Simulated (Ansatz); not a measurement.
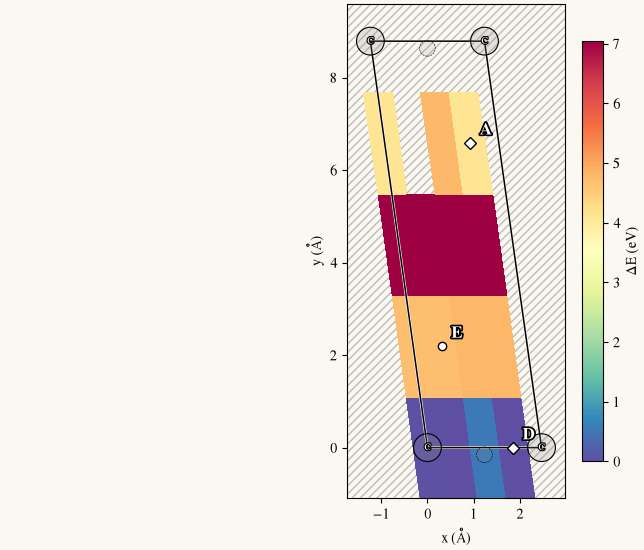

C on a C(101) slab cut from the P6/mmm phase, its upper half relaxed before the scan (12 atoms of substrate and one adsorbate in a 2 × 1 cell). 
- C is moved over the surface cell; relaxed at each place: the height of the adsorbate's atoms; substrate rigid; the origin of the map has the adsorbate above C11.
- Places are given modulo a cell vector. The map is drawn in real space over the plane of the surface.
- The grid has 4 × 4 points. At 1 point there is no value.
- Places are given in fractions of the 1 × 1 surface cell.
- Energies: eV, counted from the lowest grid point.
- At some places the adsorbate sinks to or below the level of the top layer.
- Theory: DFT PBE, scalar-relativistic, plane waves, PAW in Ansatz. Settings: cutoff 420 eV, k-mesh 6×3×1, gaussian smearing 0.1 eV, no spin polarisation.

The picture shows one coloured cell a grid point, labelled circles for the atoms of the top layer and small ones for the second layer, the outline of one cell of the plane, hatched blanks where no value was computed, lettered points.

Q: Rank the lettered points by energy, lowest first.

A: D (0.0 eV), A (4.1 eV), E (4.7 eV).

PAW datasets: the set soft_1.
